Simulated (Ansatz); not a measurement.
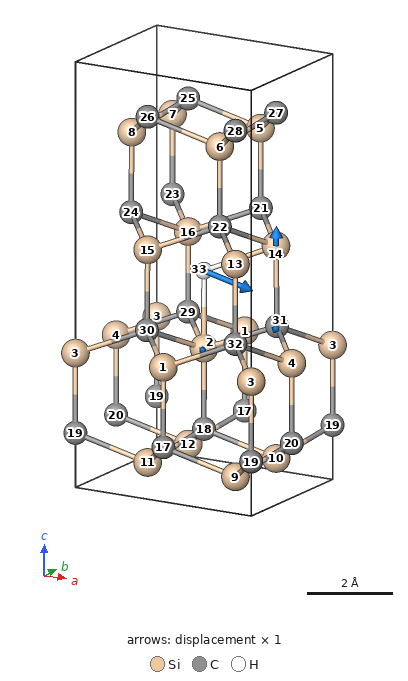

This is a relaxation of a defect cell of composition Si₁₆HC₁₆ (cell charge +1). The starting structure is drawn; blue arrows show the displacements, at their true length.

The picture is a ball-and-stick view of the cell of the calculation (origin shifted), seen slightly off an axis.

Case: H interstitial, charge +1, atoms relaxed at the host's cell.

These are results of Ansatz, DFT PBE, scalar-relativistic, plane waves, PAW, not measurements. Set-up: plane-wave cutoff 420 eV; k-point mesh 2 × 2 × 2; occupations gaussian; smearing width 0.01 eV; no spin polarisation; atoms relaxed in a fixed cell; force threshold 0.025 eV/Å; at most 45 steps.

Question: Which element moves most?

Answer: Hydrogen: up to 1.30 Å, against 0.48 Å for silicon.

Question: Describe the change and its energy.

Answer: Over 19 accepted moves (21 points after the start) the energy falls by 1.751 eV per cell of the calculation. Largest force component: 0.8 eV/Å at the start, 0.0089 eV/Å at the end. The line search rejected the trial steps at points 4, 19 of the run. The largest move is that of H33, 1.30 Å roughly along [3 1 −1]. By element the largest moves are H 1.30 Å, Si 0.48 Å, C 0.20 Å. The lattice vectors keep their values. Near-neighbour distances that change, for instance: C31–H33 2.192 → 1.103 Å, Si15–H33 1.906 → 2.854 Å, Si14–C31 1.912 → 2.571 Å, Si2–Si14 3.086 → 3.646 Å. New bonds form, among them: C31–H33 (2.19 → 1.10 Å). Bonds break, among them: Si14–C31 (1.91 → 2.57 Å). Among the angles between lasting bonds that change: Si7–C23–Si14 109.4° → 94.8°, Si5–C21–Si14 109.4° → 96.5°, C21–Si14–C23 109.0° → 119.8°.

Limits of the set-up: the periodic images lie only 6.2 Å apart, so the values are limited by the cell's size; the cell is charged, on a uniform background, and energies carry no finite-size correction.
